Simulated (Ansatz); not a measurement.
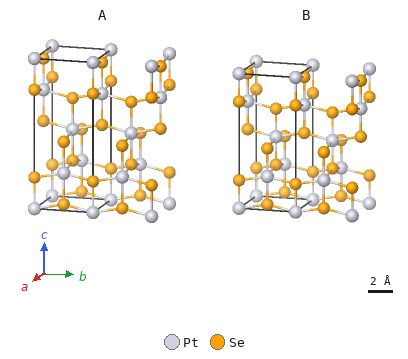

Two geometries of a crystal of PtSe$_{2}$ (built on the anatase type), drawn at one scale. One is the start of a relaxation, the other its converged end. A ball-and-stick model of the conventional cell (2 times the calculation's cell), repeated 1 × 2 × 1 with one cell outlined, seen slightly off an axis. Lengths and directions refer to the drawn axes.

All numbers below come from Ansatz, DFT, PBE, plane waves, PAW. Settings: plane-wave cutoff 420 eV; k-point mesh 6 × 6 × 6; occupations fermi dirac; smearing width 0.02 eV; no spin polarisation; cell and atoms relaxed; force threshold 0.005 eV/Å.

Which one is relaxed?

Structure B is the relaxed one. The atoms keep their places relative to the cell (all moves are under 0.005 Å). The volume changes by −16.5 %, with a = b 5.264 → 5.080 Å (−3.5 %), c 13.212 → 11.842 Å (−10.4 %). Near-neighbour distances that change, for instance: Pt–Se 2.748 → 2.464 Å, Pt–Se 2.690 → 2.588 Å. The space group stays I4_1/amd (No. 141). The energy falls by 242 meV per atom in 5 accepted moves (6 points after the start). The largest force component goes from 1.1 to 0.002 eV/Å. Pressure: −10.16 GPa at the start and 0.00 GPa at the end. The SCF was repeated once at an unchanged geometry on a basis and grid sized afresh for the cell, which shifted the energy by 0.7 meV per atom at most. Cost: 35 s on 2 threads of AMD EPYC 7R13 Processor (Zen 3) (shared host), peak memory 0.65 GiB.
